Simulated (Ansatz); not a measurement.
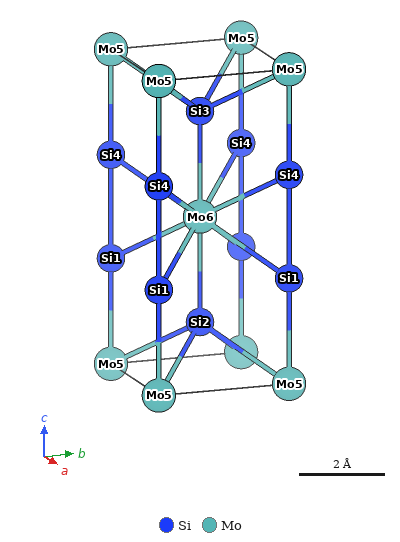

*The starting structure (ball-and-stick view of the cell of the calculation, seen slightly off an axis; atoms are numbered from 1 in the order of the input). An atom can appear more than once, as a periodic image.*

**Run report: MoSi₂, geometry relaxation (part 1 of 2)**

- system: MoSi₂ (6 atoms in the cell)
- method: DFT PBEsol, scalar-relativistic, plane waves, PAW, no spin polarisation (Ansatz 0.2.0)

The structure derives from an entry of the Crystallography Open Database. It belongs to a series of runs on one base structure; here: biaxial strain in the a-b plane, c and atoms relaxed: +3.0 %. Figures and captions count atoms from 1; the log counts them from 0 in places.

Input file:
```yaml
crystal:
  lattice:
    - [3.2857722747, 0.0, 0.0]
    - [0.0, 3.2857722747, 0.0]
    - [0.0, 0.0, 7.6805990915]
  atoms:
    - { symbol: Si, position: [0.0, 0.0, 0.3353104695] }
    - { symbol: Si, position: [0.5, 0.5, 0.1646895305] }
    - { symbol: Si, position: [0.5, 0.5, 0.8353104695] }
    - { symbol: Si, position: [0.0, 0.0, 0.6646895305] }
    - { symbol: Mo, position: [0.0, 0.0, 0.0] }
    - { symbol: Mo, position: [0.5, 0.5, 0.5] }
basis:
  ecutwfc: 420
kpoints:
  mp_grid: { grid: [12, 12, 6] }
hamiltonian:
  xc: pbesol
scf:
  occupations: { method: gaussian, width: 0.1 }
output:
  forces: true
  stress: true
  eigenvalues: true
relax:
  adjacent_minimum: "off"
  f_tol: 0.008
  max_steps: 40
  cell: { stress_tol: 0.015, fix: [a, b, gamma] }
```

Launched with:
```bash
ansatz run input.yaml --threads 1 --pin off --max-ram 2560MiB --backend cpu --events-out ev --progress --plain --runs-dir out
```

What the program printed:
```
Engine: ansatz 0.2.0, aarch64-unknown-linux-gnu
Pseudopotentials: kind: paw
Pseudopotential: Si, paw, valence charge 4, recommended cutoff 420 eV (normal), Si.paw.azcp
Pseudopotential: Mo, paw, valence charge 14, recommended cutoff 420 eV (normal), Mo.paw.azcp
Functional definition: PBEsol
  exchange = pbesol_x
  correlation = pbesol_c
Crystal: 6 atoms, lattice volume = 82.922 Å³
Basis set: ecut = 420 eV, 1633 PW (Γ), exchange–correlation on 48×48×108 points (8 copies of the dense FFT grid, shifted against one another)
Bands: 28, of which v1, the nominal top of the filled ones, is band 22 counted from 1 (21 counted from 0)
Symmetry: 32 space group operations
Space group: I4/mmm (ITA 139), of the structure as read, at distance tolerance 4.4e-5 Å
k-points: 112 of 864
Non-local potential: Si, projectors of the file, l = 0: 2, l = 1: 2, l = 2: 2
Non-local potential: Mo, projectors of the file, l = 0: 3, l = 1: 2, l = 2: 2, l = 3: 1
PAW form: soft (Blöchl's): semilocal exchange-correlation on the pseudo side does not see the compensation charge
PAW frozen core: Si, regenerated for the run's functional, and the local potential with it (the file was generated under x = pbe(κ = 0.804, μ = 0.2195149727645171), c = pbe(β = 0.06672455060314922))
PAW frozen core: Mo, regenerated for the run's functional, and the local potential with it (the file was generated under x = pbe(κ = 0.804, μ = 0.2195149727645171), c = pbe(β = 0.06672455060314922))
PAW one-centre angular grid: Si, 110 points (default); XC on 64 Gauss nodes
PAW one-centre angular grid: Mo, 590 points (default); XC on 64 Gauss nodes
Initial density: superposition of atomic densities (neutral atoms: chi_scale 0, normalization atom), corrected by the library's trained network
Initial wavefunctions: pseudopotential atomic-orbital guess
Functional: x = pbesol(κ = 0.804, μ = 0.12345679012345678), c = pbesol(β = 0.046)
SCF iter   1: F=—  HF=-12284.319005 eV  |F-HF|=—  |Δ(HF+E_count)|=         —  Δρ=4.81e-3  dr2=1.37e-2  ethr=1.77e-3  ⟨swp⟩=6.1  Hψ=14203  notcnv=0
preconditioner: auto → Resta (q_TF=auto, 2.455 Å⁻¹)  ε∞=10.5  [insulator: Δε(μ)=0.167 eV  Ē_g=6.985 eV  σ=0.100 eV  W_gap=0.51  n_scr=18 (ndim 8)  ℏωp=21.6 eV  f_vac=0.000  D(μ)=0.53/eV (n_scr^D=2)  ε∞_Penn≈10.5]
SCF iter   2: F=—  HF=-12284.317039 eV  |F-HF|=—  |Δ(HF+E_count)|=   1.97e-3  Δρ=2.47e-3  dr2=3.36e-3  ethr=3.10e-5  ⟨swp⟩=1.8  Hψ=4462  notcnv=0
SCF iter   3: F=—  HF=-12284.316347 eV  |F-HF|=—  |Δ(HF+E_count)|=   6.92e-4  Δρ=2.94e-4  dr2=6.65e-5  ethr=7.63e-6  ⟨swp⟩=2.4  Hψ=4635  notcnv=0
SCF iter   4: F=—  HF=-12284.316300 eV  |F-HF|=—  |Δ(HF+E_count)|=   4.70e-5  Δρ=4.55e-5  dr2=1.95e-6  ethr=1.51e-7  ⟨swp⟩=2.0  Hψ=4467  notcnv=0
iter 5 did not close the SCF: its close was put off for the readings that it lacked (scf_convergence_deferred on its scf_iter line)
SCF iter   5: F=-12284.316300 eV  HF=-12284.316300 eV  |F-HF|=3.25e-8  |Δ(HF+E_count)|=   2.35e-7  Δρ=1.22e-5  dr2=9.20e-8  ethr=4.43e-9  ⟨swp⟩=2.5  Hψ=4812  notcnv=0
SCF iter   6: F=-12284.316300 eV  HF=-12284.316300 eV  |F-HF|=1.44e-9  |Δ(HF+E_count)|=   1.35e-8  Δρ=2.02e-6  dr2=3.14e-9  ethr=2.09e-10  ⟨swp⟩=6.1  Hψ=12709  notcnv=0
SCF 1 converged in 6 iterations: F = -12284.316300 eV  dr2 = 3.14e-9
  greatest PAW one-centre occupation: 0.999 electrons in one spin orbital (limit 2), on the Mo atom at site 5 (counted from 0), in its partial waves of l = 0
relax step   1: F+E_penalty+E_count = -12284.31629963 eV  Δ(F+E_penalty+E_count) = +0.000e0 eV  max|allowed force component| = 7.419e-4 eV/Å  Δτ_max = 0.0000 Å  P = -7.014 GPa  Ω = 82.922 Å³  fix = [a, b, gamma]  reactions: a -12.711, b -12.711 GPa  (6 SCF iters, dr2 threshold 1.00e-7 eV, accepted)
Crystal: 6 atoms, lattice volume = 83.749 Å³
Basis set: ecut = 420 eV, 1641 PW (Γ), exchange–correlation on 48×48×108 points (8 copies of the dense FFT grid, shifted against one another)
Initial density: handed on by an earlier stage of this run
Initial wavefunctions: those handed on with the density
iter 1 solved again at ethr=6.89e-6 eV; its pass at ethr=3.10e-3 eV (dr2=3.03e-3 eV) is discarded
SCF iter   1: F=—  HF=-12284.326099 eV  |F-HF|=—  |Δ(HF+E_count)|=         —  Δρ=1.53e-3  dr2=3.17e-3  ethr=6.89e-6  ⟨swp⟩=1.7  Hψ=16103  notcnv=0
preconditioner: auto → Resta (q_TF=auto, 2.451 Å⁻¹)  ε∞=10.6  [insulator: Δε(μ)=0.206 eV  Ē_g=6.912 eV  σ=0.100 eV  W_gap=0.58  n_scr=18 (ndim 8)  ℏωp=21.5 eV  f_vac=0.000  D(μ)=0.55/eV (n_scr^D=2)  ε∞_Penn≈10.6]
SCF iter   2: F=—  HF=-12284.325402 eV  |F-HF|=—  |Δ(HF+E_count)|=   6.97e-4  Δρ=7.95e-4  dr2=8.24e-4  ethr=6.89e-6  ⟨swp⟩=1.0  Hψ=3161  notcnv=0
SCF iter   3: F=—  HF=-12284.325127 eV  |F-HF|=—  |Δ(HF+E_count)|=   2.75e-4  Δρ=1.06e-4  dr2=1.25e-5  ethr=1.87e-6  ⟨swp⟩=2.3  Hψ=4669  notcnv=0
SCF iter   4: F=—  HF=-12284.325104 eV  |F-HF|=—  |Δ(HF+E_count)|=   2.29e-5  Δρ=2.34e-5  dr2=3.06e-7  ethr=2.84e-8  ⟨swp⟩=2.2  Hψ=4637  notcnv=0
iter 5 did not close the SCF: its close was put off for the readings that it lacked (scf_convergence_deferred on its scf_iter line)
SCF iter   5: F=-12284.325104 eV  HF=-12284.325104 eV  |F-HF|=2.72e-9  |Δ(HF+E_count)|=   5.40e-8  Δρ=3.82e-6  dr2=8.23e-9  ethr=6.95e-10  ⟨swp⟩=2.5  Hψ=5302  notcnv=0
SCF iter   6: F=-12284.325104 eV  HF=-12284.325104 eV  |F-HF|=2.91e-11  |Δ(HF+E_count)|=   1.85e-9  Δρ=4.34e-7  dr2=9.42e-11  ethr=1.87e-11  ⟨swp⟩=1.1  Hψ=9323  notcnv=0
SCF 2 converged in 6 iterations: F = -12284.325104 eV  dr2 = 9.42e-11
relax step   2: F+E_penalty+E_count = -12284.32510392 eV  Δ(F+E_penalty+E_count) = -8.804e-3 eV  max|allowed force component| = 1.005e-2 eV/Å  Δτ_max = 0.0010 Å  P = -9.179 GPa  Ω = 83.749 Å³  energy of the carried Pulay correction = -1.638e-4 eV  fix = [a, b, gamma]  reactions: a -13.349, b -13.349 GPa  (6 SCF iters, dr2 threshold 6.00e-7 eV, accepted)
Crystal: 6 atoms, lattice volume = 83.618 Å³
iter 1 solved again at ethr=1.19e-7 eV; its pass at ethr=3.10e-3 eV (dr2=5.25e-5 eV) is discarded
SCF iter   1: F=—  HF=-12284.325532 eV  |F-HF|=—  |Δ(HF+E_count)|=         —  Δρ=2.36e-4  dr2=6.98e-5  ethr=1.19e-7  ⟨swp⟩=2.5  Hψ=15430  notcnv=0
preconditioner: auto → Resta (q_TF=auto, 2.451 Å⁻¹)  ε∞=10.6  [insulator: Δε(μ)=0.190 eV  Ē_g=6.927 eV  σ=0.100 eV  W_gap=0.55  n_scr=18 (ndim 8)  ℏωp=21.5 eV  f_vac=0.000  D(μ)=0.54/eV (n_scr^D=2)  ε∞_Penn≈10.6]
SCF iter   2: F=—  HF=-12284.325497 eV  |F-HF|=—  |Δ(HF+E_count)|=   3.53e-5  Δρ=1.22e-4  dr2=1.79e-5  ethr=1.19e-7  ⟨swp⟩=2.2  Hψ=4265  notcnv=0
iter 3 did not close the SCF: its close was put off for the readings that it lacked (scf_convergence_deferred on its scf_iter line)
SCF iter   3: F=-12284.325491 eV  HF=-12284.325491 eV  |F-HF|=1.75e-7  |Δ(HF+E_count)|=   5.97e-6  Δρ=1.62e-5  dr2=2.82e-7  ethr=4.07e-8  ⟨swp⟩=2.5  Hψ=4763  notcnv=0
iter 4 did not close the SCF: its close was put off for the readings that it lacked (scf_convergence_deferred on its scf_iter line)
SCF iter   4: F=-12284.325491 eV  HF=-12284.325491 eV  |F-HF|=1.92e-9  |Δ(HF+E_count)|=   8.04e-8  Δρ=3.22e-6  dr2=6.17e-9  ethr=6.40e-10  ⟨swp⟩=2.3  Hψ=4809  notcnv=0
iter 5 did not close the SCF: its close was put off for the readings that it lacked (scf_convergence_deferred on its scf_iter line)
SCF iter   5: F=-12284.325491 eV  HF=-12284.325491 eV  |F-HF|=5.82e-11  |Δ(HF+E_count)|=   1.38e-9  Δρ=5.57e-7  dr2=1.76e-10  ethr=1.40e-11  ⟨swp⟩=2.5  Hψ=5184  notcnv=0
SCF iter   6: F=-12284.325491 eV  HF=-12284.325491 eV  |F-HF|=0.00e0  |Δ(HF+E_count)|=  4.00e-11  Δρ=6.44e-8  dr2=1.86e-12  ethr=1.00e-12  ⟨swp⟩=1.0  Hψ=6737  notcnv=0
SCF 3 converged in 6 iterations: F = -12284.325491 eV  dr2 = 1.86e-12
relax step   3: F+E_penalty+E_count = -12284.32549109 eV  Δ(F+E_penalty+E_count) = -3.872e-4 eV  max|allowed force component| = 2.464e-3 eV/Å  Δτ_max = 0.0001 Å  P = -8.843 GPa  Ω = 83.618 Å³  energy of the carried Pulay correction = -1.378e-4 eV  fix = [a, b, gamma]  reactions: a -13.248, b -13.248 GPa  (6 SCF iters, dr2 threshold 6.00e-7 eV, accepted)
Crystal: 6 atoms, lattice volume = 83.613 Å³
iter 1 solved again at ethr=9.96e-11 eV; its pass at ethr=3.10e-3 eV (dr2=4.38e-8 eV) is discarded
SCF iter   1: F=—  HF=-12284.325513 eV  |F-HF|=—  |Δ(HF+E_count)|=         —  Δρ=9.28e-6  dr2=6.10e-8  ethr=9.96e-11  ⟨swp⟩=2.7  Hψ=15693  notcnv=0
preconditioner: auto → Resta (q_TF=auto, 2.451 Å⁻¹)  ε∞=10.6  [insulator: Δε(μ)=0.193 eV  Ē_g=6.926 eV  σ=0.100 eV  W_gap=0.56  n_scr=18 (ndim 8)  ℏωp=21.5 eV  f_vac=0.000  D(μ)=0.54/eV (n_scr^D=2)  ε∞_Penn≈10.6]
SCF iter   2: F=—  HF=-12284.325493 eV  |F-HF|=—  |Δ(HF+E_count)|=   1.98e-5  Δρ=5.16e-6  dr2=1.72e-8  ethr=9.96e-11  ⟨swp⟩=2.0  Hψ=4679  notcnv=0
iter 3 did not close the SCF: its close was put off for the readings that it lacked (scf_convergence_deferred on its scf_iter line)
SCF iter   3: F=-12284.325493 eV  HF=-12284.325493 eV  |F-HF|=3.78e-10  |Δ(HF+E_count)|=   5.98e-9  Δρ=8.04e-7  dr2=6.09e-10  ethr=3.90e-11  ⟨swp⟩=2.5  Hψ=4908  notcnv=0
iter 4 did not close the SCF: its close was put off for the readings that it lacked (scf_convergence_deferred on its scf_iter line)
SCF iter   4: F=-12284.325493 eV  HF=-12284.325493 eV  |F-HF|=3.64e-12  |Δ(HF+E_count)|=  1.24e-10  Δρ=2.77e-7  dr2=3.52e-11  ethr=1.39e-12  ⟨swp⟩=2.2  Hψ=4486  notcnv=0
iter 5 did not close the SCF: its close was put off for the readings that it lacked (scf_convergence_deferred on its scf_iter line)
SCF iter   5: F=-12284.325493 eV  HF=-12284.325493 eV  |F-HF|=0.00e0  |Δ(HF+E_count)|=  3.64e-12  Δρ=5.46e-8  dr2=1.93e-12  ethr=1.00e-12  ⟨swp⟩=1.0  Hψ=3136  notcnv=0
iter 6 did not close the SCF: its close was put off for the readings that it lacked (scf_convergence_deferred on its scf_iter line)
SCF iter   6: F=-12284.325493 eV  HF=-12284.325493 eV  |F-HF|=1.82e-12  |Δ(HF+E_count)|=  1.82e-12  Δρ=6.83e-9  dr2=2.35e-14  ethr=1.00e-12  ⟨swp⟩=1.0  Hψ=3136  notcnv=0
SCF iter   7: F=-12284.325493 eV  HF=-12284.325493 eV  |F-HF|=3.64e-12  |Δ(HF+E_count)|=  1.82e-12  Δρ=7.12e-10  dr2=6.00e-16  ethr=1.00e-12  ⟨swp⟩=1.0  Hψ=6720  notcnv=0
SCF 4 converged in 7 iterations: F = -12284.325493 eV  dr2 = 6.00e-16
relax step   4: F+E_penalty+E_count = -12284.32549300 eV  Δ(F+E_penalty+E_count) = -1.911e-6 eV  max|allowed force component| = 6.927e-4 eV/Å  Δτ_max = 0.0001 Å  P = -8.829 GPa  Ω = 83.613 Å³  energy of the carried Pulay correction = -1.369e-4 eV  fix = [a, b, gamma]  reactions: a -13.244, b -13.244 GPa  (7 SCF iters, dr2 threshold 2.42e-9 eV, accepted)
Initial wavefunctions: pseudopotential atomic-orbital guess (no wavefunctions were taken with the density)
iter 1 solved again at ethr=8.30e-8 eV; its pass at ethr=3.10e-3 eV (dr2=3.65e-5 eV) is discarded
SCF iter   1: F=—  HF=-12284.325660 eV  |F-HF|=—  |Δ(HF+E_count)|=         —  Δρ=6.25e-5  dr2=7.88e-8  ethr=8.30e-8  ⟨swp⟩=3.0  Hψ=22345  notcnv=0
SCF iter   2: F=—  HF=-12284.325640 eV  |F-HF|=—  |Δ(HF+E_count)|=   1.99e-5  Δρ=3.16e-5  dr2=1.96e-8  ethr=1.79e-10  ⟨swp⟩=2.0  Hψ=5334  notcnv=0
SCF iter   3: F=—  HF=-12284.325640 eV  |F-HF|=—  |Δ(HF+E_count)|=   5.84e-8  Δρ=1.35e-6  dr2=3.46e-10  ethr=4.45e-11  ⟨swp⟩=1.0  Hψ=3136  notcnv=0
SCF iter   4: F=—  HF=-12284.325640 eV  |F-HF|=—  |Δ(HF+E_count)|=  1.13e-10  Δρ=2.14e-7  dr2=2.34e-11  ethr=1.00e-12  ⟨swp⟩=2.3  Hψ=4088  notcnv=0
iter 5 did not close the SCF: its close was put off for the readings that it lacked (scf_convergence_deferred on its scf_iter line)
SCF iter   5: F=-12284.325640 eV  HF=-12284.325640 eV  |F-HF|=0.00e0  |Δ(HF+E_count)|=  3.64e-12  Δρ=8.76e-8  dr2=3.57e-12  ethr=1.00e-12  ⟨swp⟩=1.0  Hψ=3136  notcnv=0
iter 6 did not close the SCF: its close was put off for the readings that it lacked (scf_convergence_deferred on its scf_iter line)
SCF iter   6: F=-12284.325640 eV  HF=-12284.325640 eV  |F-HF|=0.00e0  |Δ(HF+E_count)|=    0.00e0  Δρ=5.00e-9  dr2=2.48e-14  ethr=1.00e-12  ⟨swp⟩=1.0  Hψ=3136  notcnv=0
iter 7 did not close the SCF: its close was put off for the readings that it lacked (scf_convergence_deferred on its scf_iter line)
SCF iter   7: F=-12284.325640 eV  HF=-12284.325640 eV  |F-HF|=0.00e0  |Δ(HF+E_count)|=  1.82e-12  Δρ=1.38e-9  dr2=1.57e-15  ethr=1.00e-12  ⟨swp⟩=1.0  Hψ=3136  notcnv=0
iter 8 did not close the SCF: its close was put off for the readings that it lacked (scf_convergence_deferred on its scf_iter line)
SCF iter   8: F=-12284.325640 eV  HF=-12284.325640 eV  |F-HF|=1.82e-12  |Δ(HF+E_count)|=  1.82e-12  Δρ=3.22e-10  dr2=1.31e-16  ethr=1.00e-12  ⟨swp⟩=1.0  Hψ=3136  notcnv=0
SCF iter   9: F=-12284.325640 eV  HF=-12284.325640 eV  |F-HF|=0.00e0  |Δ(HF+E_count)|=  3.64e-12  Δρ=7.61e-11  dr2=6.67e-18  ethr=1.00e-12  ⟨swp⟩=1.9  Hψ=7021  notcnv=0
SCF 5 converged in 9 iterations: F = -12284.325640 eV  dr2 = 6.67e-18
relax step   5: F+E_penalty+E_count = -12284.32564003 eV  Δ(F+E_penalty+E_count) = -1.470e-4 eV  max|allowed force component| = 6.761e-4 eV/Å  Δτ_max = 0.0000 Å  P = -8.827 GPa  Ω = 83.613 Å³  fix = [a, b, gamma]  reactions: a -13.243, b -13.243 GPa  stress off target by 5.00e-3 GPa on what of the cell is left free  SCF on the basis re-selected at this cell (its energy is not comparable with the rows above)  (9 SCF iters)
```
